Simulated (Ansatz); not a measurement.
# Calculations on Li16H

Part 1: Relaxation

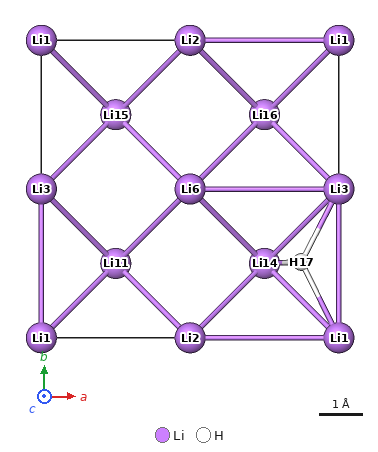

Starting structure of a defect cell of composition Li₁₆H. A ball-and-stick model of the cell of the calculation, seen along the c axis.

It is an interstitial H in bcc Li. The run prepares the start of a later molecular dynamics calculation, from a guessed geometry.

Method: DFT PBEsol, scalar-relativistic, plane waves, PAW (Ansatz).

The input:
```yaml
accuracy: low
crystal:
  lattice:
    - [6.98, 0.0, 0.0]
    - [0.0, 6.98, 0.0]
    - [0.0, 0.0, 6.98]
  atoms:
    - { symbol: Li, position: [0.0, 0.0, 0.0] }
    - { symbol: Li, position: [0.5, 0.0, 0.0] }
    - { symbol: Li, position: [0.0, 0.5, 0.0] }
    - { symbol: Li, position: [0.0, 0.0, 0.5] }
    - { symbol: Li, position: [0.25, 0.25, 0.25] }
    - { symbol: Li, position: [0.5, 0.5, 0.0] }
    - { symbol: Li, position: [0.5, 0.0, 0.5] }
    - { symbol: Li, position: [0.75, 0.25, 0.25] }
    - { symbol: Li, position: [0.0, 0.5, 0.5] }
    - { symbol: Li, position: [0.25, 0.75, 0.25] }
    - { symbol: Li, position: [0.25, 0.25, 0.75] }
    - { symbol: Li, position: [0.5, 0.5, 0.5] }
    - { symbol: Li, position: [0.75, 0.75, 0.25] }
    - { symbol: Li, position: [0.75, 0.25, 0.75] }
    - { symbol: Li, position: [0.25, 0.75, 0.75] }
    - { symbol: Li, position: [0.75, 0.75, 0.75] }
    - { symbol: H, position: [0.8741829, 0.2550045, 0.0030934] }
basis:
  ecutwfc: 420.0
kpoints:
  mp_grid: { grid: [2, 2, 2] }
hamiltonian:
  xc: pbesol
scf:
  occupations: { method: fermi_dirac, width: 0.1 }
  lower_state_search: "off"
relax:
  f_tol: 0.08
  max_steps: 25
  adjacent_minimum: "off"
output:
  write_density: true
  write_potential: true
  elf: true
  volumetric_format: npy
```

Launched with:
```bash
ansatz run input.yaml --threads 1 --pin off --max-ram 3072MiB --backend cpu --events-out ev --progress --plain --runs-dir out
```

Where does the relaxation end?

Answer. After 1 geometry step the energy has fallen by 44.3 meV per cell of the calculation. The largest force component goes from 0.2 to 0.055 eV/Å. Li1 moves most: 0.090 Å along [−3 2 0]. Largest moves by element: Li 0.090 Å, H 0.015 Å. The lattice vectors keep their values. Some distances before and after: Li1–Li14 3.022 → 2.883 Å, Li3–Li8 3.022 → 2.886 Å, Li1–Li3 3.490 → 3.392 Å, Li8–Li14 3.490 → 3.395 Å. Bond angles that change, for instance: Li8–H17–Li14 127.1° → 129.8°, Li1–H17–Li3 126.5° → 129.1°. The run took of the order of 14 core-seconds on a shared host.

Final geometry:

```
Li H
1.0
     6.98000    0.00000    0.00000
     0.00000    6.98000    0.00000
     0.00000    0.00000    6.98000
Li H
16 1
Direct
  0.98938 0.00719 0.00010
  0.49834 0.00189 0.00009
  0.98984 0.49310 0.00009
  0.00301 0.99809 0.50029
  0.25083 0.25015 0.24749
  0.49957 0.49718 0.00010
  0.50164 0.00290 0.50005
  0.76012 0.25016 0.24330
  0.00281 0.50203 0.50029
  0.24850 0.75009 0.24752
  0.25159 0.25014 0.75195
  0.50146 0.49776 0.50007
  0.74720 0.75047 0.25200
  0.76041 0.25017 0.75689
  0.24838 0.75008 0.75289
  0.74707 0.75047 0.74808
  0.87402 0.25314 0.00190
```

The end point in the same view:

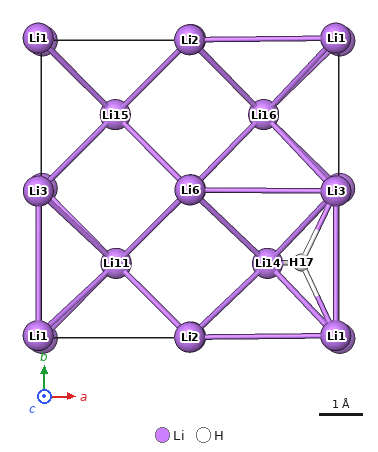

Limits of the set-up: the k-point mesh is coarse for a cell with partly filled bands; the program's low-accuracy preset was used; the periodic images lie only 7.0 Å apart, so the values are limited by the cell's size.

Part 2: Dynamics

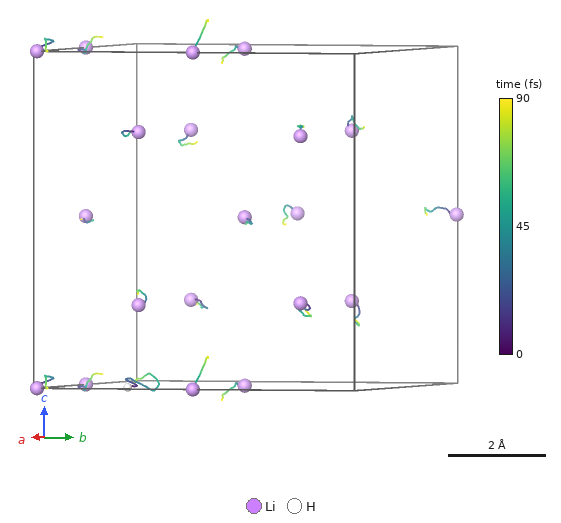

First-principles dynamics of Li with an interstitial H (17 atoms in the cell), 90 fs long. Lines trace each atom's path, coloured by time; spheres stand at the starting positions. Seen from a free direction in the simulation cell.

The calculation used DFT PBEsol, scalar-relativistic, plane waves, PAW (Ansatz). Set-up: plane-wave cutoff 420 eV; k-point mesh 2 × 2 × 2; Fermi-Dirac smearing 0.1 eV; low-accuracy preset; Langevin thermostat (NVT); set temperature 600 K; time step 0.5 fs; friction 0.05 per fs.

Input file:
```yaml
accuracy: low
crystal:
  lattice:
    - [6.98, 0.0, 0.0]
    - [0.0, 6.98, 0.0]
    - [0.0, 0.0, 6.98]
  atoms:
    - { symbol: Li, position: [-0.01062407, 0.00718564, 9.876e-05] }
    - { symbol: Li, position: [0.49834318, 0.00189341, 8.608e-05] }
    - { symbol: Li, position: [-0.01015505, 0.49309961, 9.482e-05] }
    - { symbol: Li, position: [0.0030137, -0.00191094, 0.50029458] }
    - { symbol: Li, position: [0.25083147, 0.25015431, 0.24748945] }
    - { symbol: Li, position: [0.4995692, 0.49718386, 0.00010347] }
    - { symbol: Li, position: [0.50164251, 0.00290153, 0.50005051] }
    - { symbol: Li, position: [0.76011805, 0.25016058, 0.24329805] }
    - { symbol: Li, position: [0.0028125, 0.502029, 0.50028876] }
    - { symbol: Li, position: [0.24849566, 0.75009346, 0.24752436] }
    - { symbol: Li, position: [0.25158507, 0.25013702, 0.75194827] }
    - { symbol: Li, position: [0.5014591, 0.49775499, 0.50006519] }
    - { symbol: Li, position: [0.74719843, 0.75046749, 0.25199671] }
    - { symbol: Li, position: [0.7604141, 0.25016517, 0.75688956] }
    - { symbol: Li, position: [0.24838334, 0.75007888, 0.75288515] }
    - { symbol: Li, position: [0.74707238, 0.75047345, 0.74807575] }
    - { symbol: H, position: [0.87402333, 0.25313701, 0.00190393] }
basis:
  ecutwfc: 420.0
kpoints:
  mp_grid: { grid: [2, 2, 2] }
hamiltonian:
  xc: pbesol
scf:
  occupations: { method: fermi_dirac, width: 0.1 }
  lower_state_search: "off"
md:
  timestep: 0.5
  n_steps: 180
  ensemble: nvt_langevin
  temperature: 600.0
  initial_velocities: maxwell_boltzmann
  seed: 650109
  friction: 0.05
```

Launched with:
```bash
ansatz run input.yaml --threads 1 --pin off --max-ram 3072MiB --backend cpu --events-out ev --progress --plain --runs-dir out
```

How do the atoms move?

Answer. Root-mean-square distances from the starting positions over the second half, with the common drift of all atoms taken out: H 0.93 Å, Li 0.40 Å. The run lasts only 90 fs, too short to tell vibration from diffusion.

Limits of the set-up: the k-point mesh is coarse for a cell with partly filled bands; the program's low-accuracy preset was used; the periodic images lie only 7.0 Å apart, so the values are limited by the cell's size.

Part 3: Dynamics

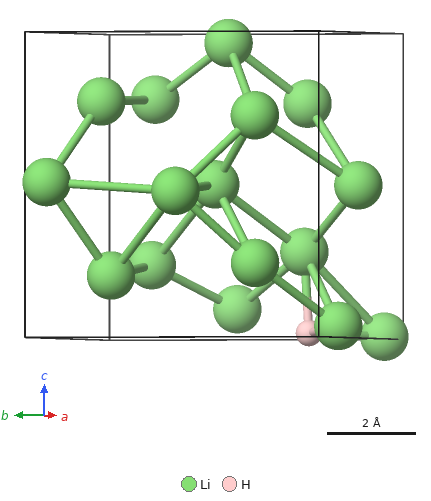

Starting frame of a dynamics run of Li with an interstitial H (17 atoms in the cell). It starts from the last geometry of an earlier run, with fresh velocities. The picture is a ball-and-stick view of the simulation cell, seen from a free direction. Bonds to atoms that aren't drawn are left out.

Level of theory: DFT PBEsol, scalar-relativistic, plane waves, PAW (Ansatz).

Input file:
```yaml
accuracy: low
crystal:
  lattice:
    - [6.98, 0.0, 0.0]
    - [0.0, 6.98, 0.0]
    - [0.0, 0.0, 6.98]
  atoms:
    - { symbol: Li, position: [-0.02031013, 0.05544635, 0.00514294] }
    - { symbol: Li, position: [0.48164666, 0.0689088, 0.03569389] }
    - { symbol: Li, position: [-0.07031046, 0.54153202, 0.09578784] }
    - { symbol: Li, position: [0.01884794, -0.07126735, 0.50429046] }
    - { symbol: Li, position: [0.22413581, 0.27826649, 0.23991709] }
    - { symbol: Li, position: [0.52277498, 0.45425157, -0.03733507] }
    - { symbol: Li, position: [0.49509562, 0.00459747, 0.49579779] }
    - { symbol: Li, position: [0.71987039, 0.25297223, 0.28071143] }
    - { symbol: Li, position: [0.03785109, 0.49601334, 0.47460913] }
    - { symbol: Li, position: [0.24502168, 0.7745779, 0.20047464] }
    - { symbol: Li, position: [0.22321694, 0.27864607, 0.72309831] }
    - { symbol: Li, position: [0.42469329, 0.47143079, 0.49941354] }
    - { symbol: Li, position: [0.6456275, 0.7507928, 0.23768856] }
    - { symbol: Li, position: [0.73639651, 0.24710385, 0.76566515] }
    - { symbol: Li, position: [0.29856536, 0.82313228, 0.77056078] }
    - { symbol: Li, position: [0.68690923, 0.75127363, 0.77982023] }
    - { symbol: H, position: [0.71326822, 0.23569703, 0.01472509] }
basis:
  ecutwfc: 150.0
kpoints:
  mp_grid: { grid: [2, 2, 2] }
hamiltonian:
  xc: pbesol
scf:
  occupations: { method: fermi_dirac, width: 0.1 }
  lower_state_search: "off"
md:
  timestep: 0.5
  n_steps: 200
  ensemble: nve
  temperature: 840.0
  initial_velocities: maxwell_boltzmann
  seed: 533973
```

Command:
```bash
ansatz run input.yaml --threads 1 --pin off --max-ram 3072MiB --backend cpu --events-out ev --progress --plain --runs-dir out
```

### What does the trajectory do?

Over the second half the temperature averages 704 K (spread ±35 K). The potential energy in the second half lies on average 16.6 meV per atom above the first frame. Root-mean-square distances from the starting positions over the second half, with the common drift of all atoms taken out: Li 0.88 Å, H 0.40 Å. The run lasts only 100 fs, too short to tell vibration from diffusion. The plane-wave cutoff is below what these potentials need, so energies and forces are off.

Along the run (each row but the first and the last is the mean over the interval that it begins):

```tsv
time (fs)	potential energy (meV/atom)	T (K)
0.0	0.0	840
10.0	-4.7	879
20.0	-12.4	942
30.0	-13.2	948
40.0	-3.9	872
50.0	12.6	736
60.0	21.7	662
70.0	15.0	717
80.0	13.4	730
90.0	19.9	677
100.0	22.0	659
```

The paths of the atoms:

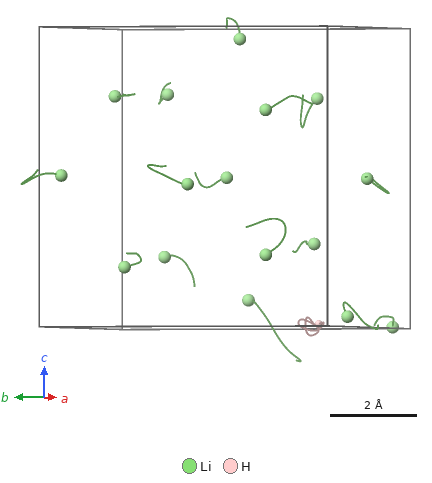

Limits of the set-up: the k-point mesh is coarse for a cell with partly filled bands; the cutoff lies below the recommended one; the program's low-accuracy preset was used; the periodic images lie only 7.0 Å apart, so the values are limited by the cell's size.
